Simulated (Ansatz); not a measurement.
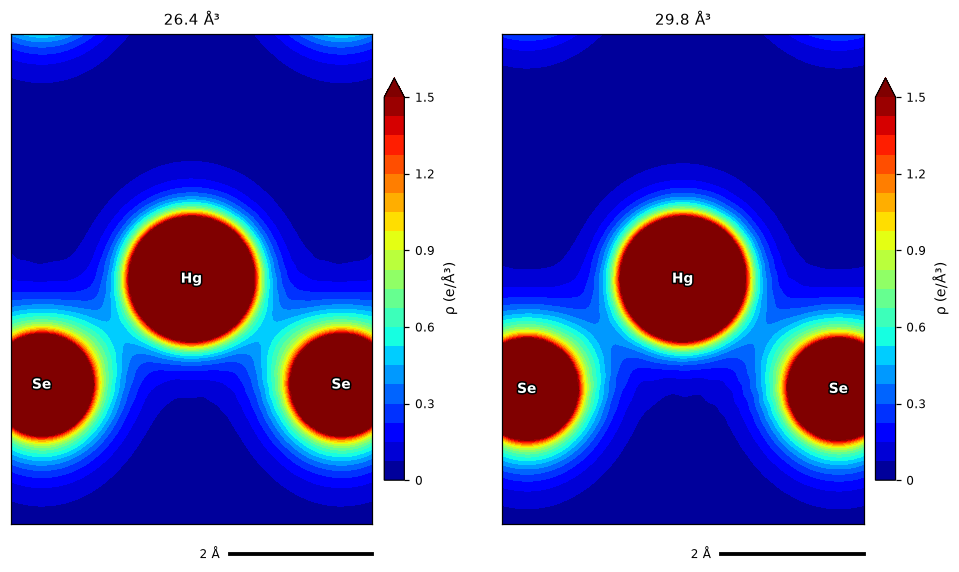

HgSe. The valence pseudo-density of cells scaled evenly to different volumes (given per atom above each panel), on the (011̄) plane of each (indices in the axes of the cell below), at one length scale and on one colour scale.

Level of theory: Kohn-Sham DFT of a periodic cell, r2SCAN, Ansatz PAW in Ansatz 0.2.0.

In a PAW calculation such maps are meaningful between the atoms, not at the nuclei.

The largest cell:

```xyz
2
Lattice="0.0000 3.0986 3.0986 3.0986 0.0000 3.0986 3.0986 3.0986 0.0000" Properties=species:S:1:pos:R:3 pbc="T T T"
Hg    0.0000    0.0000    0.0000
Se    4.6479    4.6479    4.6479
```

| volume (Å³/atom) | Hg–Se contact in the plane (Å) | ρ at its midpoint (e/Å³) | pressure (GPa) | 
| --- | --- | --- | --- |
| 26.38 | 2.578 | 0.471 | 7.5 | 
| 27.51 | 2.614 | ? | ? | 
| 29.75 | 2.683 | 0.391 | −0.3 | 

**Estimate the missing row, and compare with the calculation.**

Over the known rows ln ρ falls by 1.77 per Å of Hg–Se distance (the line through the two), which gives 0.442 e/Å³ at 2.614 Å; the calculation gives 0.441 e/Å³. For the pressure, a straight line in volume between the neighbouring rows gives 4.9 GPa; the calculation gives 4.3, lower because pressure rises ever faster on compression.
